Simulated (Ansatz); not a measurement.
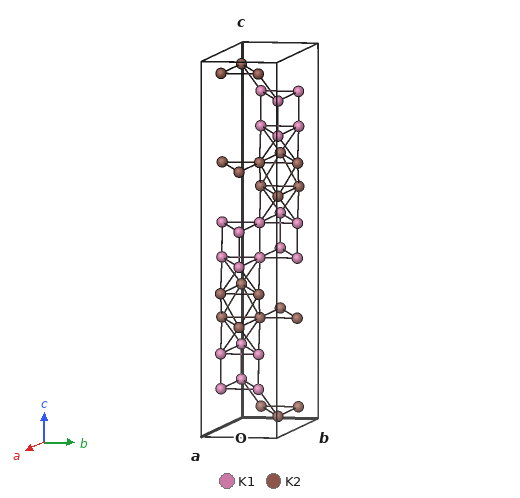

For K, the end point of a relaxation with DFT PBE, scalar-relativistic, plane waves, PAW (Ansatz); the starting structure was generated, so it need not be a known form of this composition: one unit cell; atoms that symmetry makes equivalent share a colour (atoms on faces, edges and corners are repeated). All values are computed from the atomic coordinates in the standard setting (tolerance 0.002 Å).

a = 8.926 Å, b = 8.926 Å, c = 46.666 Å, α = 90.00°, β = 90.00°, γ = 120.00°; space group R-3m (No. 166, hexagonal axes).

One atom of each site: K1 (0.168, 0.832, 0.880); K2 (0.502, 0.498, 0.707).

**Give the multiplicity, Wyckoff letter and site symmetry of each site.**

```tsv
site	Wyckoff	symmetry
K1	18h	.m
K2	18h	.m
```

**How many free positional parameters does the structure have?**

4: K1 2, K2 2.
